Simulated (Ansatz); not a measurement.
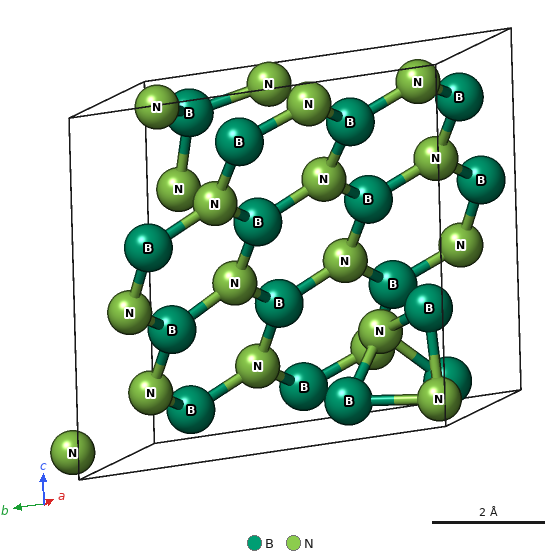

Ball-and-stick representation of a periodic structure, projected from a general direction. The supercell is drawn as a box. The host is BN, in a cell of 32 sites, and the cell carries a charge of -2.

### Spot the defect.

An interstitial nitrogen atom. It is bonded to three B in a trigonal pyramidal arrangement at about 1.6 Å.

Calculation details: DFT PBE+D3(BJ), scalar-relativistic, plane waves, PAW (Ansatz 0.2.0); plane waves up to 420 eV, k-point mesh 2×2×2, Gaussian smearing of 0.01 eV, collinear spins.

### Is a magnetic moment found?

Yes, 1.0 μB in the cell.

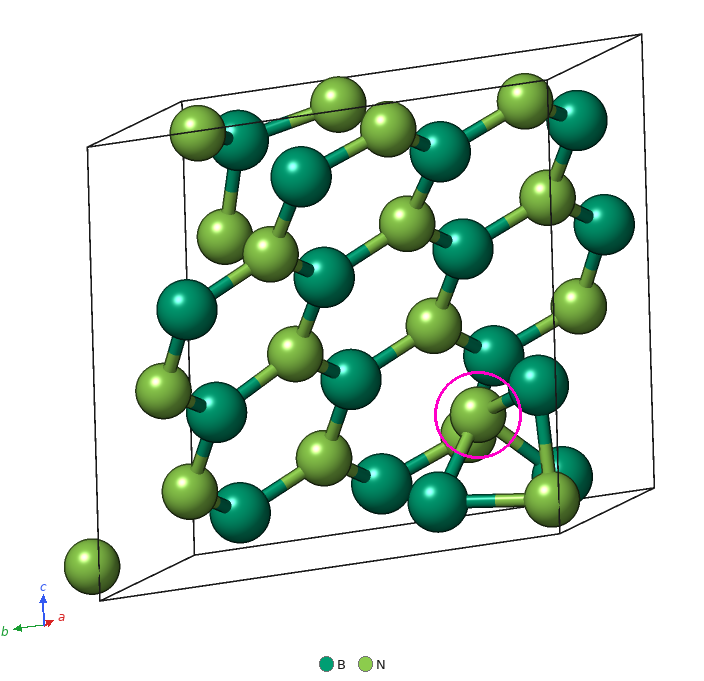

The same cell with a ring at the defect's site.

The atoms were relaxed in the host's cell with Ansatz, DFT PBE+D3(BJ), scalar-relativistic, plane waves, PAW.
